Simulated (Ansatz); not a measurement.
A structure file:

```xyz
2
Lattice="2.7290 0.0000 0.0000 0.0000 2.7290 0.0000 0.0000 0.0000 3.7661" Properties=species:S:1:pos:R:3 pbc="T T T"
Fe    0.0000    0.0000    0.0000
Pt    1.3645    1.3645    1.8830
```

> What crystal do these data define?

It has the composition FePt. It takes space group P4/mmm (No. 123) on a primitive tetragonal lattice. The prototype is CuAu (L1₀) type. Cell content 1 Fe, 1 Pt; Z = 1. Around each Fe lie eight Pt and four Fe in a cuboctahedral arrangement (2.70 Å to Pt, 2.73 Å to Fe). Pt is linked to eight Fe and four Pt in a cuboctahedral arrangement (2.70 Å to Fe, 2.73 Å to Pt). The bonds build a three-dimensional framework.

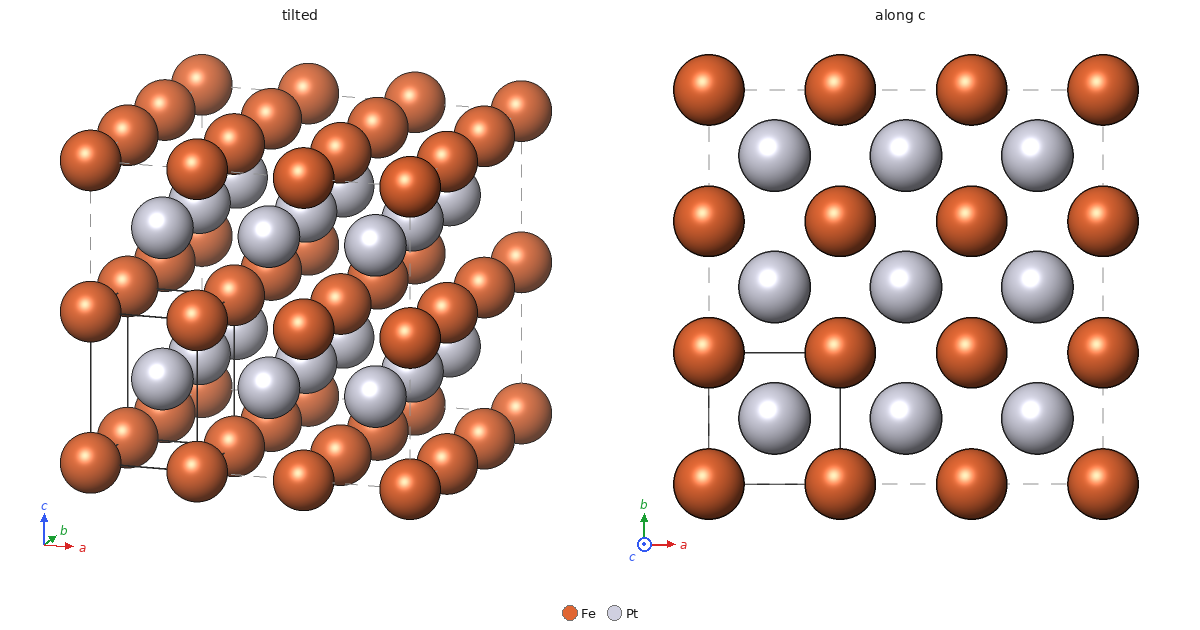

Drawn in the spheres-only manner and seen slightly off an axis and along the c axis. The solid frame is a single conventional unit cell within a 3×3×2 block.

Provenance: a structure listed in the Materials Project. The geometry was optimised with DFT PBE, scalar-relativistic, plane waves, PAW (Ansatz 0.2.0).
